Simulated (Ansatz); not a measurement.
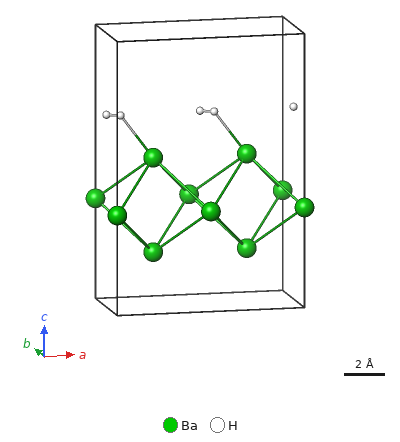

The starting structure (ball-and-stick view of the 2 × 1 repeat of the cell, with the vacuum cut short, seen slightly off an axis). An atom can appear more than once, as a periodic image. Near neighbours in the periodic cell (some may lie outside the picture): Ba has 4 Ba at 4.26 Å; Ba has 8 Ba at 4.26 Å; Ba has 4 Ba at 4.26 Å and 1 H at 2.97 Å; H has 1 H at 0.75 Å; H has 1 Ba at 2.97 Å and 1 H at 0.75 Å.

## Geometry relaxation, with input and output: Ba3H2 (part 1 of 2)

Ba3H2 (slab, 5 atoms in the cell), computed with DFT PBE+D3(BJ), scalar-relativistic, plane waves, PAW, no spin polarisation (Ansatz 0.2.0).

The structure derives from an entry of the Crystallography Open Database. The input holds or restrains some coordinates. Forces given for the steps count only the free coordinates. It belongs to a series of runs on one base structure; here: H2 put at a bridge Ba-Ba site.

**Log**
```
Engine: ansatz 0.2.0, aarch64-unknown-linux-gnu
Pseudopotentials: kind: paw
Pseudopotential: Ba, paw, valence charge 10, recommended cutoff 420 eV (normal), Ba.paw.azcp
Pseudopotential: H, paw, valence charge 1, recommended cutoff 420 eV (normal), H.paw.azcp
Functional definition: PBE
  parameter kappa = 0.804
  parameter beta = 0.06672455060314922
  exchange = pbe_x(kappa = kappa, mu = beta*pi^2/3)
  correlation = pbe_c(beta = beta)
Crystal: 5 atoms, lattice volume = 578.031 Å³
Basis set: ecut = 420 eV, 11307 PW (Γ), exchange–correlation on 72×72×320 points (8 copies of the dense FFT grid, shifted against one another)
Bands: 21, of which v1, the nominal top of the filled ones, is band 16 counted from 1 (15 counted from 0)
Symmetry: 1 space group operations
Space group: P1 (ITA 1), of the structure as read, at distance tolerance 8.3e-5 Å
k-points: 20 of 36 (time reversal used)
Non-local potential: Ba, projectors of the file, l = 0: 3, l = 1: 2, l = 2: 2, l = 3: 2
Non-local potential: H, projectors of the file, l = 0: 2, l = 1: 1
PAW form: soft (Blöchl's): semilocal exchange-correlation on the pseudo side does not see the compensation charge
PAW one-centre angular grid: Ba, 194 points (default); XC on 64 Gauss nodes
PAW one-centre angular grid: H, 110 points (default); XC on 64 Gauss nodes
Initial density: superposition of atomic densities (neutral atoms: chi_scale 0, normalization atom), corrected by the library's trained network
Initial wavefunctions: pseudopotential atomic-orbital guess
Functional: x = pbe(κ = 0.804, μ = 0.2195149727645171), c = pbe(β = 0.06672455060314922)
SCF iter   1: F=—  HF=-17879.820177 eV  |F-HF|=—  |Δ(HF+E_count)|=         —  Δρ=2.73e-3  dr2=5.28e-1  ethr=1.77e-3  p=-0.112 e·Å  D=-3.49e-2 V/Å  ΔV_dip=0.84 eV  dr2_dipole=8.23e-2  V_vac-E_F(+/−)=3.09/2.25 eV  ⟨swp⟩=13.6  Hψ=3685  notcnv=0
efield: sawtooth ramp at fractional position 0.9871 (placed from the atoms, in the widest stretch of the axis that holds none; the zero of the levels goes with the place), width 0.0400; the density the first Hamiltonian is built on has a dipole p = -0.112 e·Å; the dipole correction subtracts the counter field D = -3.49e-2 V/Å, which shifts the + side's vacuum level by +0.84 eV against the − side's; the planar-averaged density in the ramp window peaks in size at 2.2e-5 e/Å³
preconditioner: auto → LDOS  [insulator: Δε(μ)=0.168 eV  Ē_g=1.407 eV  σ=0.100 eV  W_gap=0.76  n_scr=48 (ndim 8)  ℏωp=3.8 eV  f_vac=0.553  D(μ)=2.58/eV (n_scr^D=6)  ε∞_Penn≈8.2  β→1.0]
SCF iter   2: F=—  HF=-17879.804527 eV  |F-HF|=—  |Δ(HF+E_count)|=   1.57e-2  Δρ=3.09e-3  dr2=1.62e0  ethr=1.65e-3  p=0.117 e·Å  D=3.66e-2 V/Å  ΔV_dip=-0.87 eV  dr2_dipole=6.13e-1  V_vac-E_F(+/−)=1.48/2.35 eV  ⟨swp⟩=4.3  Hψ=884  notcnv=0  recentre
SCF iter   3: F=—  HF=-17879.719479 eV  |F-HF|=—  |Δ(HF+E_count)|=   8.50e-2  Δρ=1.06e-3  dr2=9.31e-2  ethr=1.65e-3  p=-0.033 e·Å  D=-1.04e-2 V/Å  ΔV_dip=0.25 eV  dr2_dipole=2.37e-2  V_vac-E_F(+/−)=2.52/2.27 eV  ⟨swp⟩=3.8  Hψ=778  notcnv=0  defer=1
SCF iter   4: F=—  HF=-17879.706854 eV  |F-HF|=—  |Δ(HF+E_count)|=   1.26e-2  Δρ=3.57e-4  dr2=9.48e-3  ethr=2.91e-4  p=0.034 e·Å  D=1.05e-2 V/Å  ΔV_dip=-0.25 eV  dr2_dipole=3.66e-3  V_vac-E_F(+/−)=2.08/2.34 eV  ⟨swp⟩=2.8  Hψ=648  notcnv=0  defer=1
SCF iter   5: F=—  HF=-17879.707362 eV  |F-HF|=—  |Δ(HF+E_count)|=   5.08e-4  Δρ=2.27e-4  dr2=6.22e-3  ethr=2.96e-5  p=0.037 e·Å  D=1.15e-2 V/Å  ΔV_dip=-0.27 eV  dr2_dipole=2.38e-3  V_vac-E_F(+/−)=2.06/2.33 eV  ⟨swp⟩=1.2  Hψ=497  notcnv=0
SCF iter   6: F=—  HF=-17879.706947 eV  |F-HF|=—  |Δ(HF+E_count)|=   4.16e-4  Δρ=7.80e-5  dr2=8.59e-4  ethr=1.94e-5  p=0.031 e·Å  D=9.81e-3 V/Å  ΔV_dip=-0.23 eV  dr2_dipole=3.88e-4  V_vac-E_F(+/−)=2.10/2.33 eV  ⟨swp⟩=1.1  Hψ=429  notcnv=0
SCF iter   7: F=—  HF=-17879.706896 eV  |F-HF|=—  |Δ(HF+E_count)|=   5.04e-5  Δρ=2.33e-5  dr2=5.06e-5  ethr=2.68e-6  p=0.026 e·Å  D=8.16e-3 V/Å  ΔV_dip=-0.20 eV  dr2_dipole=1.74e-5  V_vac-E_F(+/−)=2.13/2.32 eV  ⟨swp⟩=2.0  Hψ=466  notcnv=0
SCF iter   8: F=-17879.706893 eV  HF=-17879.706897 eV  |F-HF|=4.76e-6  |Δ(HF+E_count)|=   1.38e-6  Δρ=1.07e-5  dr2=4.72e-6  ethr=7.03e-8  p=0.026 e·Å  D=8.25e-3 V/Å  ΔV_dip=-0.20 eV  dr2_dipole=1.10e-6  V_vac-E_F(+/−)=2.13/2.33 eV  ⟨swp⟩=18.6  Hψ=4836  notcnv=0
SCF 1 converged in 8 iterations: F = -17879.706893 eV  dr2 = 4.72e-6
  greatest PAW one-centre occupation: 0.959 electrons in one spin orbital (limit 2), on the Ba atom at site 0 (counted from 0), in its partial waves of l = 0
relax step   1: F+E_penalty+E_count = -17879.70689270 eV  Δ(F+E_penalty+E_count) = +0.000e0 eV  max|allowed force component| = 2.055e-1 eV/Å  Δτ_max = 0.0000 Å  (8 SCF iters, dr2 threshold 2.25e-5 eV, accepted)
Initial density: handed on by an earlier stage of this run
Initial wavefunctions: those handed on with the density
iter 1 solved again at ethr=2.02e-4 eV; its pass at ethr=3.10e-3 eV (dr2=6.48e-2 eV) is discarded
SCF iter   1: F=—  HF=-17879.748297 eV  |F-HF|=—  |Δ(HF+E_count)|=         —  Δρ=4.75e-3  dr2=6.79e-2  ethr=2.02e-4  p=0.026 e·Å  D=8.25e-3 V/Å  ΔV_dip=-0.20 eV  dr2_dipole=1.25e-4  V_vac-E_F(+/−)=2.13/2.32 eV  ⟨swp⟩=1.0  Hψ=1807  notcnv=0
efield: sawtooth ramp at fractional position 0.9871 (handed on by an earlier solve), width 0.0400; the density the first Hamiltonian is built on has a dipole p = 0.026 e·Å; the dipole correction subtracts the counter field D = 8.25e-3 V/Å, which shifts the + side's vacuum level by -0.20 eV against the − side's; the planar-averaged density in the ramp window peaks in size at 2.3e-6 e/Å³
preconditioner: auto → LDOS  [insulator: Δε(μ)=0.107 eV  Ē_g=1.342 eV  σ=0.100 eV  W_gap=0.54  n_scr=48 (ndim 8)  ℏωp=3.8 eV  f_vac=0.544  D(μ)=4.35/eV (n_scr^D=8)  ε∞_Penn≈8.9  β→1.0]
SCF iter   2: F=—  HF=-17879.736691 eV  |F-HF|=—  |Δ(HF+E_count)|=   1.16e-2  Δρ=9.66e-4  dr2=5.15e-3  ethr=2.02e-4  p=0.020 e·Å  D=6.34e-3 V/Å  ΔV_dip=-0.15 eV  dr2_dipole=2.55e-5  V_vac-E_F(+/−)=2.18/2.33 eV  ⟨swp⟩=2.0  Hψ=573  notcnv=0
SCF iter   3: F=—  HF=-17879.735920 eV  |F-HF|=—  |Δ(HF+E_count)|=   7.71e-4  Δρ=1.14e-4  dr2=1.06e-4  ethr=1.61e-5  p=0.024 e·Å  D=7.61e-3 V/Å  ΔV_dip=-0.18 eV  dr2_dipole=3.97e-6  V_vac-E_F(+/−)=2.15/2.33 eV  ⟨swp⟩=2.0  Hψ=491  notcnv=0
SCF iter   4: F=—  HF=-17879.735955 eV  |F-HF|=—  |Δ(HF+E_count)|=   3.51e-5  Δρ=2.55e-5  dr2=2.13e-5  ethr=3.32e-7  p=0.025 e·Å  D=7.84e-3 V/Å  ΔV_dip=-0.19 eV  dr2_dipole=4.17e-6  V_vac-E_F(+/−)=2.14/2.33 eV  ⟨swp⟩=2.0  Hψ=491  notcnv=0
SCF iter   5: F=-17879.735960 eV  HF=-17879.735960 eV  |F-HF|=2.07e-9  |Δ(HF+E_count)|=   4.47e-6  Δρ=1.02e-5  dr2=1.67e-6  ethr=8.25e-9  p=0.025 e·Å  D=7.85e-3 V/Å  ΔV_dip=-0.19 eV  dr2_dipole=3.18e-10  V_vac-E_F(+/−)=2.14/2.33 eV  ⟨swp⟩=14.0  Hψ=3914  notcnv=0
SCF 2 converged in 5 iterations: F = -17879.735960 eV  dr2 = 1.67e-6
relax step   2: F+E_penalty+E_count = -17879.73595975 eV  Δ(F+E_penalty+E_count) = -2.907e-2 eV  max|allowed force component| = 1.976e-1 eV/Å  Δτ_max = 0.1486 Å  (5 SCF iters, dr2 threshold 2.64e-6 eV, accepted)
[... from here on the SCF iterations and repeated set-up lines of each step are left out, up to the last step ...]
SCF 3 converged in 6 iterations: F = -17879.751066 eV  dr2 = 5.87e-7
relax step   3: F+E_penalty+E_count = -17879.75106631 eV  Δ(F+E_penalty+E_count) = -1.511e-2 eV  max|allowed force component| = 7.451e-1 eV/Å  Δτ_max = 0.1941 Å  (6 SCF iters, dr2 threshold 2.44e-6 eV, accepted)
SCF 4 converged in 4 iterations: F = -17879.782855 eV  dr2 = 8.62e-5
relax step   4: F+E_penalty+E_count = -17879.78285461 eV  Δ(F+E_penalty+E_count) = -3.179e-2 eV  max|allowed force component| = 3.554e-1 eV/Å  Δτ_max = 0.1928 Å  (4 SCF iters, dr2 threshold 1.00e-4 eV, accepted)
SCF 5 converged in 5 iterations: F = -17879.796479 eV  dr2 = 5.92e-6
relax step   5: F+E_penalty+E_count = -17879.79647913 eV  Δ(F+E_penalty+E_count) = -1.362e-2 eV  max|allowed force component| = 6.374e-2 eV/Å  Δτ_max = 0.1950 Å  (5 SCF iters, dr2 threshold 2.87e-5 eV, accepted)
SCF 6 converged in 7 iterations: F = -17879.802951 eV  dr2 = 3.88e-8
relax step   6: F+E_penalty+E_count = -17879.80295054 eV  Δ(F+E_penalty+E_count) = -6.471e-3 eV  max|allowed force component| = 5.871e-2 eV/Å  Δτ_max = 0.1923 Å  (7 SCF iters, accepted)
SCF 7 converged in 7 iterations: F = -17879.807750 eV  dr2 = 1.64e-8
relax step   7: F+E_penalty+E_count = -17879.80774987 eV  Δ(F+E_penalty+E_count) = -4.799e-3 eV  max|allowed force component| = 7.459e-2 eV/Å  Δτ_max = 0.1945 Å  (7 SCF iters, accepted)
SCF 8 converged in 5 iterations: F = -17879.811100 eV  dr2 = 1.50e-6
relax step   8: F+E_penalty+E_count = -17879.81109973 eV  Δ(F+E_penalty+E_count) = -3.350e-3 eV  max|allowed force component| = 1.133e-1 eV/Å  Δτ_max = 0.1950 Å  (5 SCF iters, dr2 threshold 4.72e-6 eV, accepted)
SCF 9 converged in 5 iterations: F = -17879.813818 eV  dr2 = 1.53e-6
relax step   9: F+E_penalty+E_count = -17879.81381802 eV  Δ(F+E_penalty+E_count) = -2.718e-3 eV  max|allowed force component| = 5.226e-2 eV/Å  Δτ_max = 0.1938 Å  (5 SCF iters, dr2 threshold 1.28e-5 eV, accepted)
SCF 10 converged in 7 iterations: F = -17879.815220 eV  dr2 = 9.92e-9
relax step  10: F+E_penalty+E_count = -17879.81521992 eV  Δ(F+E_penalty+E_count) = -1.402e-3 eV  max|allowed force component| = 9.533e-2 eV/Å  Δτ_max = 0.1939 Å  (7 SCF iters, accepted)
SCF 11 converged in 4 iterations: F = -17879.815725 eV  dr2 = 1.49e-6
relax step  11: F+E_penalty+E_count = -17879.81572518 eV  Δ(F+E_penalty+E_count) = -5.053e-4 eV  max|allowed force component| = 1.177e-1 eV/Å  Δτ_max = 0.0782 Å  (4 SCF iters, dr2 threshold 1.93e-6 eV, accepted)
SCF 12 converged in 4 iterations: F = -17879.816227 eV  dr2 = 4.51e-7
relax step  12: F+E_penalty+E_count = -17879.81622651 eV  Δ(F+E_penalty+E_count) = -5.013e-4 eV  max|allowed force component| = 8.156e-2 eV/Å  Δτ_max = 0.0439 Å  (4 SCF iters, dr2 threshold 1.39e-5 eV, accepted)
SCF 13 converged in 4 iterations: F = -17879.816661 eV  dr2 = 4.05e-7
relax step  13: F+E_penalty+E_count = -17879.81666089 eV  Δ(F+E_penalty+E_count) = -4.344e-4 eV  max|allowed force component| = 5.445e-2 eV/Å  Δτ_max = 0.0601 Å  (4 SCF iters, dr2 threshold 3.19e-6 eV, accepted)
SCF 14 converged in 5 iterations: F = -17879.817123 eV  dr2 = 8.04e-8
relax step  14: F+E_penalty+E_count = -17879.81712320 eV  Δ(F+E_penalty+E_count) = -4.623e-4 eV  max|allowed force component| = 6.152e-2 eV/Å  Δτ_max = 0.1035 Å  (5 SCF iters, dr2 threshold 1.32e-6 eV, accepted)
SCF 15 converged in 5 iterations: F = -17879.817136 eV  dr2 = 9.86e-8
relax step  15: F+E_penalty+E_count = -17879.81713577 eV  Δ(F+E_penalty+E_count) = -1.258e-5 eV  max|allowed force component| = 1.629e-1 eV/Å  Δτ_max = 0.1349 Å  (5 SCF iters, dr2 threshold 1.69e-6 eV, accepted)
SCF 16 converged in 4 iterations: F = -17879.817571 eV  dr2 = 1.19e-7
relax step  16: F+E_penalty+E_count = -17879.81757096 eV  Δ(F+E_penalty+E_count) = -4.352e-4 eV  max|allowed force component| = 4.484e-2 eV/Å  Δτ_max = 0.0284 Å  (4 SCF iters, dr2 threshold 2.65e-5 eV, accepted)
SCF 17 converged in 5 iterations: F = -17879.817706 eV  dr2 = 8.62e-9
relax step  17: F+E_penalty+E_count = -17879.81770610 eV  Δ(F+E_penalty+E_count) = -1.351e-4 eV  max|allowed force component| = 2.156e-2 eV/Å  Δτ_max = 0.0306 Å  (5 SCF iters, accepted)
SCF 18 converged in 6 iterations: F = -17879.818279 eV  dr2 = 2.07e-8
relax step  18: F+E_penalty+E_count = -17879.81827918 eV  Δ(F+E_penalty+E_count) = -5.731e-4 eV  max|allowed force component| = 4.129e-3 eV/Å  Δτ_max = 0.1519 Å  (6 SCF iters, accepted)
SCF 19 converged in 6 iterations: F = -17879.818995 eV  dr2 = 3.29e-8
relax step  19: F+E_penalty+E_count = -17879.81899502 eV  Δ(F+E_penalty+E_count) = -7.158e-4 eV  max|allowed force component| = 3.602e-2 eV/Å  Δτ_max = 0.1818 Å  (6 SCF iters, accepted)
SCF 20 converged in 6 iterations: F = -17879.819723 eV  dr2 = 3.75e-8
relax step  20: F+E_penalty+E_count = -17879.81972338 eV  Δ(F+E_penalty+E_count) = -7.284e-4 eV  max|allowed force component| = 1.336e-1 eV/Å  Δτ_max = 0.1993 Å  (6 SCF iters, accepted)
SCF 21 converged in 4 iterations: F = -17879.820263 eV  dr2 = 4.15e-6
relax step  21: F+E_penalty+E_count = -17879.82026316 eV  Δ(F+E_penalty+E_count) = -5.398e-4 eV  max|allowed force component| = 1.844e-1 eV/Å  Δτ_max = 0.1614 Å  (4 SCF iters, dr2 threshold 1.78e-5 eV, accepted)
SCF 22 converged in 4 iterations: F = -17879.820956 eV  dr2 = 3.28e-7
relax step  22: F+E_penalty+E_count = -17879.82095586 eV  Δ(F+E_penalty+E_count) = -6.927e-4 eV  max|allowed force component| = 1.057e-1 eV/Å  Δτ_max = 0.0464 Å  (4 SCF iters, dr2 threshold 3.40e-5 eV, accepted)
SCF 23 converged in 5 iterations: F = -17879.822284 eV  dr2 = 2.56e-7
relax step  23: F+E_penalty+E_count = -17879.82228429 eV  Δ(F+E_penalty+E_count) = -1.328e-3 eV  max|allowed force component| = 5.065e-2 eV/Å  Δτ_max = 0.1952 Å  (5 SCF iters, dr2 threshold 3.68e-6 eV, accepted)
SCF 24 converged in 6 iterations: F = -17879.823361 eV  dr2 = 5.75e-8
relax step  24: F+E_penalty+E_count = -17879.82336082 eV  Δ(F+E_penalty+E_count) = -1.077e-3 eV  max|allowed force component| = 1.654e-2 eV/Å  Δτ_max = 0.1930 Å  (6 SCF iters, accepted)
SCF 25 converged in 6 iterations: F = -17879.824262 eV  dr2 = 7.40e-8
relax step  25: F+E_penalty+E_count = -17879.82426151 eV  Δ(F+E_penalty+E_count) = -9.007e-4 eV  max|allowed force component| = 4.553e-2 eV/Å  Δτ_max = 0.1968 Å  (6 SCF iters, accepted)
iter 1 solved again at ethr=5.47e-4 eV; its pass at ethr=3.10e-3 eV (dr2=1.75e-1 eV) is discarded
SCF iter   1: F=—  HF=-17879.861828 eV  |F-HF|=—  |Δ(HF+E_count)|=         —  Δρ=7.50e-3  dr2=1.76e-1  ethr=5.47e-4  p=0.018 e·Å  D=5.69e-3 V/Å  ΔV_dip=-0.14 eV  dr2_dipole=8.11e-5  V_vac-E_F(+/−)=2.20/2.34 eV  ⟨swp⟩=1.0  Hψ=1766  notcnv=0
efield: sawtooth ramp at fractional position 0.9871 (handed on by an earlier solve), width 0.0400; the density the first Hamiltonian is built on has a dipole p = 0.018 e·Å; the dipole correction subtracts the counter field D = 5.69e-3 V/Å, which shifts the + side's vacuum level by -0.14 eV against the − side's; the planar-averaged density in the ramp window peaks in size at 2.0e-6 e/Å³
preconditioner: auto → LDOS  [metal: Δε(μ)=0.084 eV  Ē_g=1.399 eV  σ=0.100 eV  W_gap=0.44  n_scr=48 (ndim 8)  ℏωp=3.8 eV  f_vac=0.527  D(μ)=3.77/eV (n_scr^D=8)  β→1.0]
SCF iter   2: F=—  HF=-17879.833513 eV  |F-HF|=—  |Δ(HF+E_count)|=   2.83e-2  Δρ=2.04e-3  dr2=2.40e-2  ethr=5.47e-4  p=0.035 e·Å  D=1.09e-2 V/Å  ΔV_dip=-0.26 eV  dr2_dipole=1.15e-5  V_vac-E_F(+/−)=2.07/2.33 eV  ⟨swp⟩=2.0  Hψ=493  notcnv=0
SCF iter   3: F=—  HF=-17879.825037 eV  |F-HF|=—  |Δ(HF+E_count)|=   8.48e-3  Δρ=2.99e-4  dr2=4.40e-4  ethr=7.49e-5  p=0.017 e·Å  D=5.20e-3 V/Å  ΔV_dip=-0.12 eV  dr2_dipole=8.26e-7  V_vac-E_F(+/−)=2.21/2.33 eV  ⟨swp⟩=2.0  Hψ=520  notcnv=0
SCF iter   4: F=—  HF=-17879.824947 eV  |F-HF|=—  |Δ(HF+E_count)|=   8.99e-5  Δρ=3.33e-5  dr2=5.52e-6  ethr=1.37e-6  p=0.019 e·Å  D=5.88e-3 V/Å  ΔV_dip=-0.14 eV  dr2_dipole=4.82e-8  V_vac-E_F(+/−)=2.19/2.33 eV  ⟨swp⟩=2.0  Hψ=479  notcnv=0
SCF iter   5: F=—  HF=-17879.824979 eV  |F-HF|=—  |Δ(HF+E_count)|=   3.18e-5  Δρ=5.04e-6  dr2=3.27e-7  ethr=1.73e-8  p=0.019 e·Å  D=5.83e-3 V/Å  ΔV_dip=-0.14 eV  dr2_dipole=5.59e-9  V_vac-E_F(+/−)=2.19/2.33 eV  ⟨swp⟩=2.1  Hψ=511  notcnv=0
SCF iter   6: F=-17879.824979 eV  HF=-17879.824979 eV  |F-HF|=3.64e-8  |Δ(HF+E_count)|=   1.92e-7  Δρ=1.89e-6  dr2=7.88e-8  ethr=3.13e-10  p=0.019 e·Å  D=5.84e-3 V/Å  ΔV_dip=-0.14 eV  dr2_dipole=1.76e-8  V_vac-E_F(+/−)=2.19/2.33 eV  ⟨swp⟩=15.9  Hψ=3476  notcnv=0
SCF 26 converged in 6 iterations: F = -17879.824979 eV  dr2 = 7.88e-8
relax step  26: F+E_penalty+E_count = -17879.82497885 eV  Δ(F+E_penalty+E_count) = -7.173e-4 eV  max|allowed force component| = 1.332e-2 eV/Å  Δτ_max = 0.1922 Å  (6 SCF iters, accepted)
```

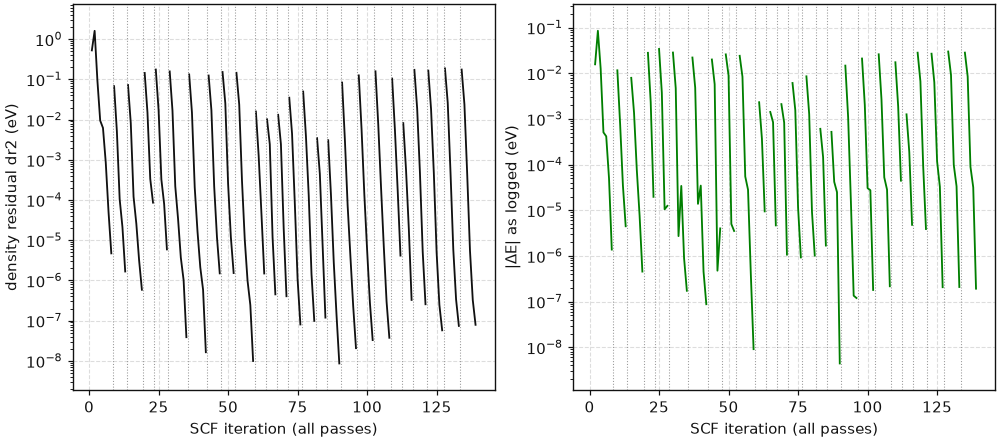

Convergence of the self-consistent field: density residual dr2 and size of the energy change against the SCF iteration. The dotted lines part the SCF passes of the relaxation: geometry steps, rejected trials and re-solves on a re-selected basis. The 26 passes take 4 to 8 iterations each, 139 in all.

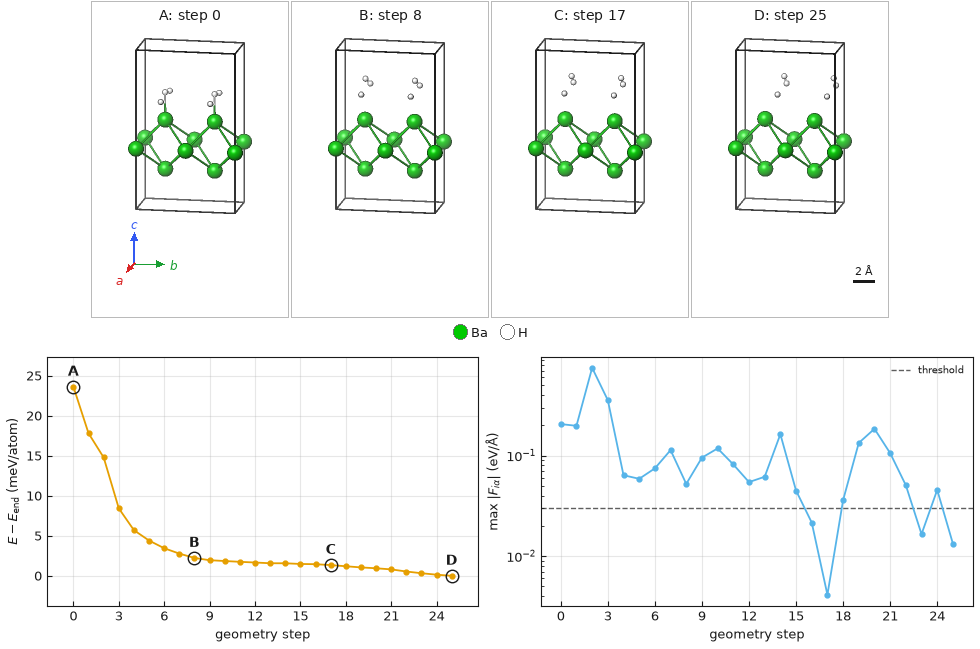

Frames of the restrained relaxation (ball-and-stick view of the 1 × 2 repeat of the cell, with the vacuum cut short, seen slightly off an axis) above the curves, on which the letters mark them (the first geometry is step 0 here and step 1 in the log).

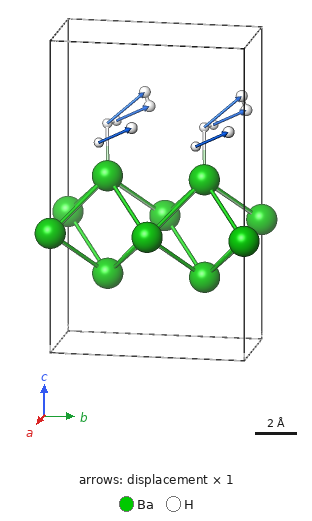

Start (faint) and end (solid) with the displacements as blue arrows, at true length (ball-and-stick view of the 1 × 2 repeat of the cell, with the vacuum cut short, seen slightly off an axis). The energy falls by 23.6 meV per atom in 25 geometry steps. The largest force component goes from 0.21 to 0.013 eV/Å. The largest move is that of H5, 2.45 Å. Largest moves by element: H 2.45 Å, Ba 0.08 Å. The cell doesn't change. Among the contacts that change: Ba3–H5 2.969 → 4.711 Å, Ba1–Ba2 4.258 → 4.290 Å, Ba2–Ba3 4.258 → 4.273 Å, H4–H5 0.750 → 0.755 Å. (Atoms are counted from 1 in the order of the input.)
